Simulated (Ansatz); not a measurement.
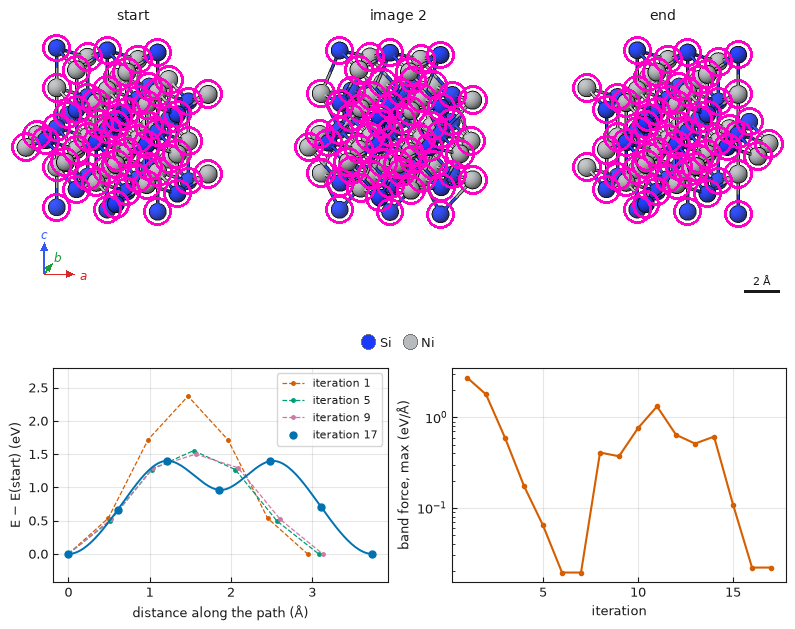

A search for the minimum-energy path of a 4-atom cell of SiNi (set up in Pmmn) by the nudged elastic band. Images are numbered from 0 (start) to 6 (end). The plot follows the band through its iterations. A ball-and-stick model of the atoms within 5.7 Å of the middle of the path, seen slightly off an axis. The atoms that move most are ringed. Bonds to atoms that aren't drawn are left out.

All numbers below come from DFT, LDA, PAW with Ansatz's default frozen-core files, scalar-relativistic in Ansatz.

Input file:
```yaml
crystal:
  lattice:
    - [2.94277066, 0.0, 0.0]
    - [0.0, 3.28032554, 0.0]
    - [0.0, 0.0, 4.67744676]
  atoms:
    - { symbol: Si, position: [0.0, 0.0, 0.15685684] }
    - { symbol: Si, position: [0.5, 0.5, 0.84314316] }
    - { symbol: Ni, position: [0.0, 0.0, 0.65750441] }
    - { symbol: Ni, position: [0.5, 0.5, 0.34249559] }
kpoints:
  mp_grid: { grid: [8, 7, 5] }
scf:
  occupations: { method: fermi_dirac, width: 0.05 }
hamiltonian:
  xc: lda
  pseudopotentials: { kind: paw }
output:
  forces: true
neb:
  images: 5
  f_tol: 0.05
  max_iterations: 40
  relax_end_points: true
  final_atoms:
    - { symbol: Si, position: [0.0, 0.0, 0.15685684] }
    - { symbol: Si, position: [1.5, 0.5, 0.84314316] }
    - { symbol: Ni, position: [1.0, 0.0, 0.65750441] }
    - { symbol: Ni, position: [0.5, 0.5, 0.34249559] }
```

Launched with:
```bash
ansatz run input.yaml --threads 4 --pin off --max-ram 6144MiB --backend cpu --events-out ev --progress --plain --runs-dir out
```

Question: Judge this run.

Answer: The run is converged, with reservations. The band converged in 17 iterations. The largest component of the band force went from 2.8 to 0.022 eV/Å. The climbing image converged on the top of the path. Its curvatures weren't checked. The first iteration put the highest image at 2.37 eV. The barrier is about 1.40 eV in both directions, with image 2 at the top; the ends have the same energy. The profile has 2 maxima (images 2, 4) with a dip at image 3 (+0.96 eV), so the process runs in steps.

The run took 8.5 min on 4 threads of AMD EPYC 7R43 64-Core Processor (Zen 3) (shared host), peak memory 1.5 GiB.
